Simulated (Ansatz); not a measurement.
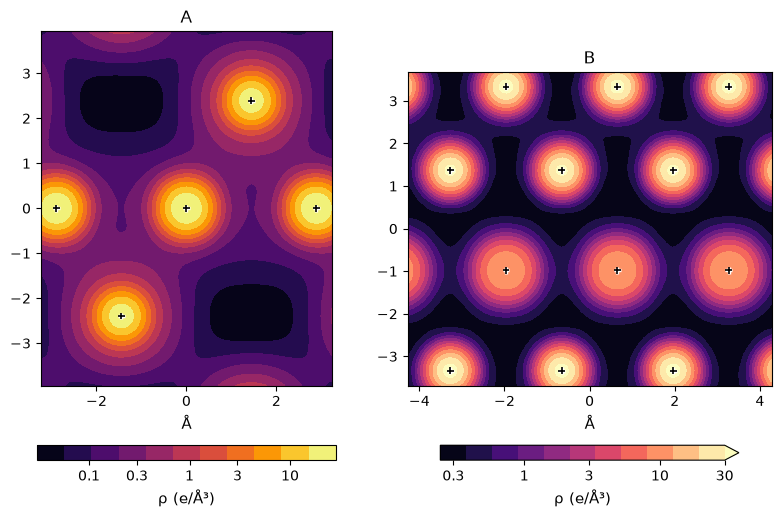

The valence pseudo-density of 2 systems, each on a plane through atoms (crosses mark nuclei in the plane).

These are results of DFT, PBE, PAW with Ansatz's default frozen-core files, fully relativistic files with spin-orbit coupling (Ansatz 0.2.0), not measurements.

System 1: MnSb, the (110) plane of the calculation cell. Space group P6₃/mmc.

```
Mn Sb
1.0
     4.15000    0.00000    0.00000
    -2.07500    3.59401    0.00000
     0.00000    0.00000    5.78000
Mn Sb
2 2
Cartesian
  0.0000 0.0000 0.0000
  0.0000 0.0000 2.8900
  0.0000 2.3960 1.4450
  2.0750 1.1980 4.3350
```

System 2: Fe2Pt, the (011̄) plane of the calculation cell. Space group P-3m1; a structure from a database of computed crystals, not necessarily the ambient phase.

```yaml
crystal:
  lattice:
    - [2.61760, 0.00000, 0.00000]
    - [-1.30880, 2.26691, 0.00000]
    - [0.00000, 0.00000, 6.27685]
  atoms:
    - { symbol: Fe, position: [0.33333, 0.66667, 0.64454] }
    - { symbol: Fe, position: [0.66667, 0.33333, 0.35546] }
    - { symbol: Pt, position: [0.00000, 0.00000, 0.00000] }
```

Q: Which map belongs to which system?

A: Panel A is system 1, MnSb: the plane holds Mn and Sb. Mn–Sb (2.80 Å): ρ at the midpoint is about 0.3 e/Å³. Panel B is system 2, Fe2Pt: the plane holds Fe and Pt. Fe–Fe (2.36 Å): ρ at the midpoint is about 0.43 e/Å³.
